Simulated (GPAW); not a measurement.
## 1 ML Co on Ta(110), 1 substrate layers: a ladder in the smearing

Aim: see how far moments and order energies of 1 ML Co on Ta(110), 1 substrate layers move with the smearing, and what each rung costs.

Method: LDA; plane waves with GPAW's PAW setups, scalar-relativistic, in GPAW 26.7.0.

### 1. Starting point

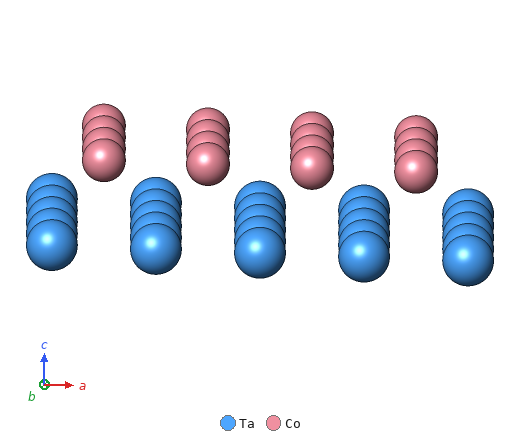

Start, viewed nearly edge on; tantalum blue, cobalt pink. 4×4×1 cells are drawn. Some periodic images of atoms are drawn too.

The cell holds 2 atoms: 1 Ta and 1 Co. Its edges and angles: a = 2.860 Å, b = 2.860 Å, c = 16.111 Å, α = 90.0°, β = 90.0°, γ = 109.5°. pseudomorphic film on the substrate's lattice, hard-sphere layer spacings, unrelaxed, 14 A of vacuum. Vacuum lies along c.

Structure file:

```
Ta Co
1.0
     1.65128   -2.33526    0.00000
     1.65128    2.33526    0.00000
     0.00000    0.00000   16.11091
Ta Co
1 1
Direct
  0.00000 0.00000 0.43449
  0.50000 0.50000 0.56551
```

### 2. Rung 1 (width 0.4 eV), start ferro +

A wide smearing converges easily but acts like a high temperature on the moments; each rung narrows it.

The input, order1.py:

```python
import json
import numpy as np
from ase import Atoms
from ase.parallel import paropen, parprint
from gpaw import GPAW

atoms = Atoms(['Ta', 'Co'],
    cell=[[1.65128, -2.335263, 0.0],
         [1.65128, 2.335263, 0.0],
         [0.0, 0.0, 16.110911]],
    scaled_positions=[[0.0, 0.0, 0.434488],
         [0.5, 0.5, 0.565512]],
    pbc=True,
    magmoms=[0.0, 2.0])
atoms.calc = GPAW(mode={'name': 'pw', 'ecut': 550},
    xc='LDA',
    kpts={'size': (10, 10, 1), 'gamma': True},
    occupations={'name': 'fermi-dirac', 'width': 0.4},
    convergence={'density': 1e-05, 'energy': 1e-05},
    maxiter=200,
    symmetry={'tolerance': 1e-4},
    txt='order1.txt')
e = atoms.get_potential_energy(force_consistent=True)
res = {'free_energy': e, 'energy_sigma0': atoms.get_potential_energy(), 'fermi_energy': atoms.calc.get_fermi_level()}
res['moments'] = atoms.get_magnetic_moments().tolist()
res['total'] = atoms.get_magnetic_moment()
parprint('site moments (muB):', np.round(res['moments'], 3))
parprint(f"total moment: {res['total']:.3f} muB")
parprint(f'free energy: {e:.6f} eV')
atoms.calc.write('order1.gpw')
with paropen('results.json', 'w') as f:
    json.dump(res, f)
```

The run is started by

```console
> OMP_NUM_THREADS=1 mpirun -n 2 gpaw python order1.py > order1.log
```

Log:

```text
site moments (muB): [-0.039  1.058]
total moment: 1.040 muB
free energy: -17.795427 eV

--- order1.txt ---
Input parameters:
  mode=PW(ecut=550),
  convergence={'density': 1e-05, 'energy': 1e-05},
  kpts=MonkhorstPack(size=(10, 10, 1), gamma=True),
  maxiter=200,
  occupations=Occupations(name='fermi-dirac', width=0.4),
  symmetry=Symmetry(tolerance=0.0001),
  xc=XC(name='LDA')

Diagonalizing LCAO Hamiltonian
Converting LCAO to pw mode

           Co

       Ta

Atoms  # Å, Bohr magnetons
|   | symbol |        x |        y |        z |    initial magnetic moments |
|---|--------|----------|----------|----------|-----------------------------|
| 0 |     Ta | 0.000000 | 0.000000 | 6.999997 | ( 0.0000,  0.0000,  0.0000) |
| 1 |     Co | 1.651280 | 0.000000 | 9.110914 | ( 0.0000,  0.0000,  2.0000) |

Unit cell  # Å
| periodic |        x |         y |         z |   lengths |     angles |
|----------|----------|-----------|-----------|-----------|------------|
|      yes | 1.651280 | -2.335263 |  0.000000 |  2.860101 |  90.000000 |
|      yes | 1.651280 |  2.335263 |  0.000000 |  2.860101 |  90.000000 |
|      yes | 0.000000 |  0.000000 | 16.110911 | 16.110911 | 109.471231 |

Number of symmetries: 4

BZ-sampling:
  Number of BZ points: 100
  Number of IBZ points: 31

  Monkhorst-Pack size: [10, 10, 1]
  Monkhorst-Pack shift: [0.05, 0.05, 0.0]

Plane wave coefficients: 3681
Cutoff: 550.0 eV

Spin-components: 2 (collinear spins)
Bands:           19
Projectors:      12
Spin-degeneracy: 1
Datatype:        complex128

Parallelization:
  kpt:    2
  domain: 1
  band:   1

Density:
  Valence electrons: 22.0
  Components: 2
  Grid points: [16 16 90]
  Charge: 0.0  # |e|

Potential:
  Grid points: [16 16 90]

[... setups left out ...]
Reference energy: -461760.586286  # eV

eigensolver:
  PPCG
  Converge bands: occupied
  niter=2

density mixing:
  MSR1-Mixer
  Pratt-step length: 0.05
  Maximum mixing coefficient: 0.75
  Old densities: 10
  SVD Regularization: 0.005
  Good broyden scale: 1.0
  Trust region scale: 1.0
  Backstep threshold: 4.0
  History deletion threshold: 6.0
  Fourier metric: weight=20.0, sigma=0.015

occupation numbers:
  Fermi-Dirac:
    width: 0.4000  # eV

poisson solver:
  ecut: 4400.0  # eV

xc functional:
  name: None

convergence criteria:
- Maximum integral of absolute [dens]ity change: 1e-05 electrons / valence electron
- Maximum [total energy] change in last 3 cyles: 1e-05 eV / valence electron
- Maximum integral of absolute [eigenst]ate change: 4e-08 eV^2 / valence electron
maximum number of iterations: 200

SCF iterations
|iter     |      energy | eigst |  dens |  magmom |
|---------|-------------|-------|-------|---------|
|iter:   1|       0s |  -18.955092 | +0.23 |       |  +2.0030|
|iter:   2|       2s |  -17.897599 | -0.96 | -0.69 |  +1.9371|
|iter:   3|       4s |  -17.452119 | -1.73 | -0.94 |  +1.9425|
|iter:   4|       6s |  -16.989338 | -1.07 | -1.01 |  +1.8451|
|iter:   5|       8s |  -16.902070 | -1.76 | -1.25 |  +1.7762|
|iter:   6|      10s |  -16.871094 | -1.78 | -1.37 |  +1.6448|
|iter:   7|      12s |  -16.865495 | -2.16 | -1.58 |  +1.5434|
|iter:   8|      14s |  -16.856123 | -3.15 | -1.68 |  +1.4445|
|iter:   9|      16s |  -16.860139 | -3.28 | -1.99 |  +1.3040|
|iter:  10|      18s |  -16.848822 | -3.34 | -2.12 |  +1.1879|
|iter:  11|      20s |  -16.843846 | -3.54 | -2.33 |  +1.0818|
|iter:  12|      23s |  -16.839029 | -3.96 | -2.57 |  +1.0434|
|iter:  13|      25s |  -16.838419 | -4.87 | -2.98 |  +1.0358|
|iter:  14|      27s |  -16.838268 | -5.58 | -3.41 |  +1.0377|
|iter:  15|      29s |  -16.838242c| -6.79 | -3.82 |  +1.0391|
|iter:  16|      31s |  -16.838175c| -7.22 | -4.12 |  +1.0395|
|iter:  17|      32s |  -16.838156c| -7.50c| -4.54 |  +1.0399|
|iter:  18|      33s |  -16.838155c| -7.91c| -5.09c|  +1.0400|

Converged in 18 steps
Energy contributions relative to reference atoms: (reference = -461760.586286)

Energy contributions:
  Kinetic:          -3.310677
  Coulomb:           2.091046
  Zero:             -0.329155
  External:          0.000000
  Xc:              -14.332098
  Entropy:          -1.914544
  Spinorbit:         0.000000
  ----------------------------
  Free energy:     -17.795427
  Extrapolated:    -16.838155

dipole moment: (-11.909072, -0.000000, 0.027906)  # |e|*Ang

Total magnetic moment: (0.000000, 0.000000, 1.040035)

Local magnetic moments
|        x |        y |         z |
|----------|----------|-----------|
| 0.000000 | 0.000000 | -0.039204 |  # Ta   0
| 0.000000 | 0.000000 |  1.057837 |  # Co   1

Fermi level: -0.873
Eigenvalues  # (at kpt = [0.000, 0.000, 0.000])
| band index |      eig [eV] | occ [0-1] |      eig [eV] | occ [0-1] |
|------------|---------------|-----------|---------------|-----------|
|          0 |       -68.674 |     1.000 |       -68.689 |     1.000 |
|        ... |               |           |               |           |
|          5 |        -4.936 |     1.000 |        -4.746 |     1.000 |
|          6 |        -3.060 |     0.996 |        -2.367 |     0.977 |
|          7 |        -2.408 |     0.979 |        -1.665 |     0.879 |
|          8 |        -2.272 |     0.971 |        -1.456 |     0.811 |
|          9 |        -2.176 |     0.963 |        -1.441 |     0.805 |
|         10 |        -1.956 |     0.937 |        -1.420 |     0.797 |
|         11 |        -1.694 |     0.886 |        -0.904 |     0.519 |
|         12 |        -1.105 |     0.641 |        -0.750 |     0.423 |
|         13 |         0.199 |     0.064 |         0.257 |     0.056 |
|         14 |         2.128 |     0.001 |         2.136 |     0.001 |
|         15 |         2.486 |     0.000 |         2.534 |     0.000 |
|         16 |         2.952 |     0.000 |         2.923 |     0.000 |
|         17 |         3.705 |     0.000 |         3.712 |     0.000 |
|         18 |         3.893 |     0.000 |         3.910 |     0.000 |

No gap
No difference between direct/indirect transitions
```

It took 37 s on 2 MPI ranks of Arm Neoverse V2, shared host; peak memory 0.5 GiB; 74 s of CPU time.

Spin moment in the augmentation sphere by atom:

```csv
atom,spin moment in the augmentation sphere (μB)
Ta1,-0.04
Co2,1.06
```

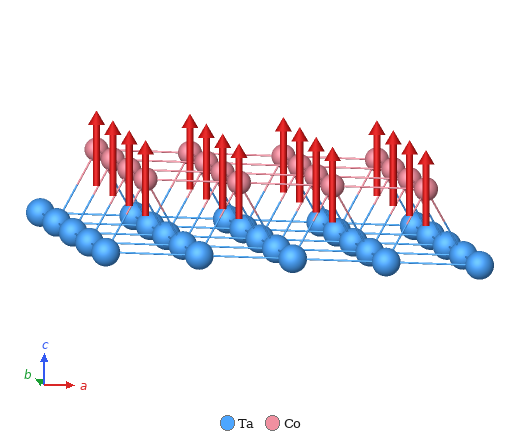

Spin moment in the augmentation sphere as arrows, the longest 1.06 μB. Up and down stand for the sign. Arrows give size and sign along the axis of quantisation, drawn up and down the page. 4×4×1 cells are drawn. Some periodic images of atoms are drawn too.

Read from the output:

| Quantity | Value |
| --- | --- |
| magnetization | 1.040 μB |
| final state | ferromagnetic |

After 18 cycles the largest moment stands at 1.06 μB.

### 3. Rung 1 (width 0.4 eV), start antiferro q=(0,1/2,0) +-

The second start gives the energy difference between the two end states, the quantity that is followed up the ladder. Its q is in fractions of the reciprocal vectors of the first run's cell.

The input, order2.py:

```python
import json
import numpy as np
from ase import Atoms
from ase.parallel import paropen, parprint
from gpaw import GPAW

atoms = Atoms(['Ta', 'Ta', 'Co', 'Co'],
    cell=[[1.65128, -2.335263, 0.0],
         [3.30256, 4.670526, 0.0],
         [0.0, 0.0, 16.110911]],
    scaled_positions=[[0.0, 0.0, 0.434488],
         [0.0, 0.5, 0.434488],
         [0.5, 0.25, 0.565512],
         [0.5, 0.75, 0.565512]],
    pbc=True,
    magmoms=[0.0, 0.0, 2.0, -2.0])
atoms.calc = GPAW(mode={'name': 'pw', 'ecut': 550},
    xc='LDA',
    kpts={'size': (10, 5, 1), 'gamma': True},
    occupations={'name': 'fermi-dirac', 'width': 0.4},
    convergence={'density': 1e-05, 'energy': 1e-05},
    maxiter=200,
    symmetry={'tolerance': 1e-4},
    txt='order2.txt')
e = atoms.get_potential_energy(force_consistent=True)
res = {'free_energy': e, 'energy_sigma0': atoms.get_potential_energy(), 'fermi_energy': atoms.calc.get_fermi_level()}
res['moments'] = atoms.get_magnetic_moments().tolist()
res['total'] = atoms.get_magnetic_moment()
parprint('site moments (muB):', np.round(res['moments'], 3))
parprint(f"total moment: {res['total']:.3f} muB")
parprint(f'free energy: {e:.6f} eV')
atoms.calc.write('order2.gpw')
with paropen('results.json', 'w') as f:
    json.dump(res, f)
```

The run is started by

```console
> OMP_NUM_THREADS=1 mpirun -n 2 gpaw python order2.py > order2.log
```

Log:

```text
site moments (muB): [ 0.    0.    0.84 -0.84]
total moment: -0.000 muB
free energy: -35.571699 eV

--- order2.txt ---
Input parameters:
  mode=PW(ecut=550),
  convergence={'density': 1e-05, 'energy': 1e-05},
  kpts=MonkhorstPack(size=(10, 5, 1), gamma=True),
  maxiter=200,
  occupations=Occupations(name='fermi-dirac', width=0.4),
  symmetry=Symmetry(tolerance=0.0001),
  xc=XC(name='LDA')

Diagonalizing LCAO Hamiltonian
Converting LCAO to pw mode

                 Co
           Co

             Ta
       Ta

Atoms  # Å, Bohr magnetons
|   | symbol |        x |        y |        z |    initial magnetic moments |
|---|--------|----------|----------|----------|-----------------------------|
| 0 |     Ta | 0.000000 | 0.000000 | 6.999997 | ( 0.0000,  0.0000,  0.0000) |
| 1 |     Ta | 1.651280 | 2.335263 | 6.999997 | ( 0.0000,  0.0000,  0.0000) |
| 2 |     Co | 1.651280 | 0.000000 | 9.110914 | ( 0.0000,  0.0000,  2.0000) |
| 3 |     Co | 3.302560 | 2.335263 | 9.110914 | ( 0.0000,  0.0000, -2.0000) |

Number of symmetries: 1

BZ-sampling:
  Number of BZ points: 50
  Number of IBZ points: 26

  Monkhorst-Pack size: [10, 5, 1]
  Monkhorst-Pack shift: [0.05, 0.0, 0.0]

Plane wave coefficients: 7323
Cutoff: 550.0 eV

Spin-components: 2 (collinear spins)
Bands:           31
Projectors:      24
Spin-degeneracy: 1
Datatype:        complex128

Parallelization:
  kpt:    2
  domain: 1
  band:   1

Density:
  Valence electrons: 44.0
  Components: 2
  Grid points: [16 32 90]
  Charge: 0.0  # |e|

Potential:
  Grid points: [16 32 90]

[... setups left out ...]
Reference energy: -923521.172571  # eV

convergence criteria:
[...]
|iter:  21|     124s |  -33.608593c| -7.55c| -4.65 |  -0.0000|
|iter:  22|     127s |  -33.608558c| -7.43c| -5.08c|  -0.0000|

Converged in 22 steps
Energy contributions relative to reference atoms: (reference = -923521.172571)

Energy contributions:
  Kinetic:          -7.196407
  Coulomb:           4.663380
  Zero:             -0.657872
  External:          0.000000
  Xc:              -28.454517
  Entropy:          -3.926282
  Spinorbit:         0.000000
  ----------------------------
  Free energy:     -35.571699
  Extrapolated:    -33.608558

dipole moment: (-11.909508, -16.842580, 0.054417)  # |e|*Ang

Total magnetic moment: (0.000000, 0.000000, -0.000005)

Local magnetic moments
|        x |        y |         z |
|----------|----------|-----------|
| 0.000000 | 0.000000 |  0.000000 |  # Ta   0
| 0.000000 | 0.000000 |  0.000000 |  # Ta   1
| 0.000000 | 0.000000 |  0.839734 |  # Co   2
| 0.000000 | 0.000000 | -0.839739 |  # Co   3

Fermi level: -0.880
Eigenvalues  # (at kpt = [0.000, 0.000, 0.000])
| band index |      eig [eV] | occ [0-1] |      eig [eV] | occ [0-1] |
|------------|---------------|-----------|---------------|-----------|
|          0 |       -68.689 |     1.000 |       -68.689 |     1.000 |
|        ... |               |           |               |           |
|         15 |        -2.049 |     0.949 |        -2.049 |     0.949 |
|         16 |        -1.893 |     0.926 |        -1.893 |     0.926 |
|         17 |        -1.838 |     0.916 |        -1.838 |     0.916 |
|         18 |        -1.726 |     0.892 |        -1.726 |     0.892 |
[...]
|         27 |         2.127 |     0.001 |         2.127 |     0.001 |
|         28 |         2.172 |     0.000 |         2.172 |     0.000 |
|         29 |         2.420 |     0.000 |         2.420 |     0.000 |
|         30 |         2.509 |     0.000 |         2.509 |     0.000 |

No gap
No difference between direct/indirect transitions
```

The job ended after 2.3 min (2 MPI ranks; peak memory 0.78 GiB).

Spin moment in the augmentation sphere by atom:

```csv
atom,spin moment in the augmentation sphere (μB)
Ta1,0.000
Ta2,0.000
Co3,0.840
Co4,-0.840
```

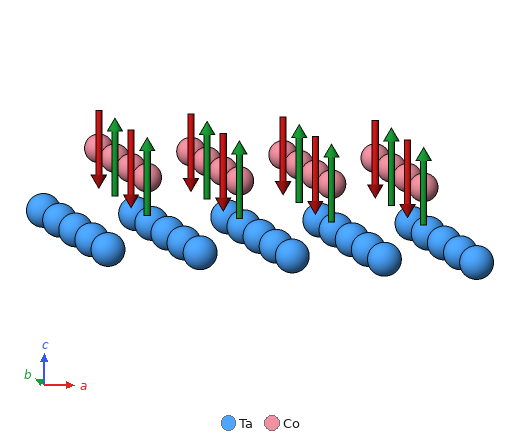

Spin moment in the augmentation sphere as arrows, the longest 0.840 μB. Up and down stand for the sign. Arrows give size and sign along the axis of quantisation, drawn up and down the page. The two directions have two colours. 4×2×1 cells are drawn. Some periodic images of atoms are drawn too.

This step gave:

```yaml
magnetization: 0 μB
final_state: antiferromagnetic
```

This start lies +9.6 meV a seeded atom from the first; its largest moment is 0.840 μB.

### 4. Rung 2 (width 0.2 eV), start ferro +

order1.py is the script of step 2 with these lines changed:

```diff
@@ -17,3 +17,3 @@
     kpts={'size': (10, 10, 1), 'gamma': True},
-    occupations={'name': 'fermi-dirac', 'width': 0.4},
+    occupations={'name': 'fermi-dirac', 'width': 0.2},
     convergence={'density': 1e-05, 'energy': 1e-05},
```

The run is started by

```console
> OMP_NUM_THREADS=1 mpirun -n 2 gpaw python order1.py > order1.log
```

Log:

```text
site moments (muB): [-0.031  1.469]
total moment: 1.448 muB
free energy: -17.069671 eV

--- order1.txt ---
Input parameters:
  mode=PW(ecut=550),
  convergence={'density': 1e-05, 'energy': 1e-05},
  kpts=MonkhorstPack(size=(10, 10, 1), gamma=True),
  maxiter=200,
  occupations=Occupations(name='fermi-dirac', width=0.2),
  symmetry=Symmetry(tolerance=0.0001),
  xc=XC(name='LDA')

Diagonalizing LCAO Hamiltonian
[...]
|          6 |        -3.207 |     1.000 |        -2.231 |     0.999 |
|          7 |        -2.549 |     1.000 |        -1.528 |     0.970 |
[...]
|         15 |         2.522 |     0.000 |         2.591 |     0.000 |
|         16 |         2.994 |     0.000 |         2.974 |     0.000 |
|         17 |         3.702 |     0.000 |         3.713 |     0.000 |
|         18 |         3.904 |     0.000 |         3.928 |     0.000 |

No gap
No difference between direct/indirect transitions

[key lines of the parts left out:]
Free energy:     -17.069671
Converged in 17 steps
dipole moment: (-11.912986, 0.000000, 0.036870)  # |e|*Ang
Fermi level: -0.835
```

Run time: 35 s. Hardware: 2 MPI ranks; peak memory 0.5 GiB; 69 s of CPU time.

Read from the output:

- magnetization: 1.448 μB
- final state: ferromagnetic
- largest moment: 1.469 μB

The largest moment moves by +0.41 μB from rung 1, at 0.94 times its CPU time.

### 5. Rung 2 (width 0.2 eV), start antiferro q=(0,1/2,0) +-

order2.py is the script of step 3 with these lines changed:

```diff
@@ -19,3 +19,3 @@
     kpts={'size': (10, 5, 1), 'gamma': True},
-    occupations={'name': 'fermi-dirac', 'width': 0.4},
+    occupations={'name': 'fermi-dirac', 'width': 0.2},
     convergence={'density': 1e-05, 'energy': 1e-05},
```

The run is started by

```console
> OMP_NUM_THREADS=1 mpirun -n 2 gpaw python order2.py > order2.log
```

Log:

```text
site moments (muB): [-0.   -0.    1.35 -1.35]
total moment: 0.000 muB
free energy: -34.061237 eV

--- order2.txt ---
Input parameters:
  mode=PW(ecut=550),
  convergence={'density': 1e-05, 'energy': 1e-05},
  kpts=MonkhorstPack(size=(10, 5, 1), gamma=True),
  maxiter=200,
  occupations=Occupations(name='fermi-dirac', width=0.2),
  symmetry=Symmetry(tolerance=0.0001),
  xc=XC(name='LDA')

Diagonalizing LCAO Hamiltonian
[...]
|         17 |        -1.802 |     0.992 |        -1.802 |     0.992 |
|         18 |        -1.627 |     0.981 |        -1.627 |     0.981 |
[...]
|         27 |         2.209 |     0.000 |         2.209 |     0.000 |
|         28 |         2.227 |     0.000 |         2.227 |     0.000 |
|         29 |         2.488 |     0.000 |         2.488 |     0.000 |
|         30 |         2.581 |     0.000 |         2.581 |     0.000 |

No gap
No difference between direct/indirect transitions

[key lines of the parts left out:]
Free energy:     -34.061237
Converged in 19 steps
dipole moment: (-11.913600, -16.848367, 0.072324)  # |e|*Ang
Fermi level: -0.835
```

It took 2 min on 2 MPI ranks; peak memory 0.78 GiB.

Numbers from this step:

```yaml
magnetization: 0 μB
final_state: antiferromagnetic
largest_moment: 1.350 μB
```

This start lies +39.1 meV a seeded atom from the first, a change of +29.5 meV since rung 1; its largest moment is 1.35 μB.

### 6. Rung 3 (width 0.1 eV), start ferro +

order1.py is the script of step 4 with these lines changed:

```diff
@@ -17,3 +17,3 @@
     kpts={'size': (10, 10, 1), 'gamma': True},
-    occupations={'name': 'fermi-dirac', 'width': 0.2},
+    occupations={'name': 'fermi-dirac', 'width': 0.1},
     convergence={'density': 1e-05, 'energy': 1e-05},
```

The run is started by

```console
> OMP_NUM_THREADS=1 mpirun -n 2 gpaw python order1.py > order1.log
```

Log:

```text
site moments (muB): [0.009 1.546]
total moment: 1.581 muB
free energy: -16.884471 eV

--- order1.txt ---
Input parameters:
  mode=PW(ecut=550),
  convergence={'density': 1e-05, 'energy': 1e-05},
  kpts=MonkhorstPack(size=(10, 10, 1), gamma=True),
  maxiter=200,
  occupations=Occupations(name='fermi-dirac', width=0.1),
  symmetry=Symmetry(tolerance=0.0001),
  xc=XC(name='LDA')

Diagonalizing LCAO Hamiltonian
[...]
|          6 |        -3.260 |     1.000 |        -2.217 |     1.000 |
|          7 |        -2.604 |     1.000 |        -1.510 |     0.999 |
[...]
|         15 |         2.508 |     0.000 |         2.603 |     0.000 |
|         16 |         2.981 |     0.000 |         2.991 |     0.000 |
|         17 |         3.703 |     0.000 |         3.716 |     0.000 |
|         18 |         3.905 |     0.000 |         3.939 |     0.000 |

No gap
No difference between direct/indirect transitions

[key lines of the parts left out:]
Free energy:     -16.884471
Converged in 18 steps
dipole moment: (-11.914068, 0.000000, 0.040443)  # |e|*Ang
Fermi level: -0.832
```

Elapsed: 35 s, on 2 MPI ranks; peak memory 0.5 GiB; 71 s of CPU time.

This step gave:

| Item | Value |
| --- | --- |
| magnetization | 1.581 μB |
| final state | ferromagnetic |
| largest moment | 1.546 μB |

The largest moment moves by +0.08 μB from rung 2, at 1.0 times its CPU time.

(Part 1 of 2 ends here.)

[Logs and program files are shortened in this print: banners, set-up blocks, solver, clock and traceback lines can be left out without a mark of their own.]

[Logs are printed without paths, hosts, clocks, repeated set-up lines and the standing remarks that a program may print on its own settings, such as how far it seeks lower states.]

[Hosts, paths, dates, database ids (printed as entryN), source tags and the programs' standing remarks are cut or masked in the printed files.]

[Where a cell is said to come from a database of computed structures, the database is the Materials Project.]
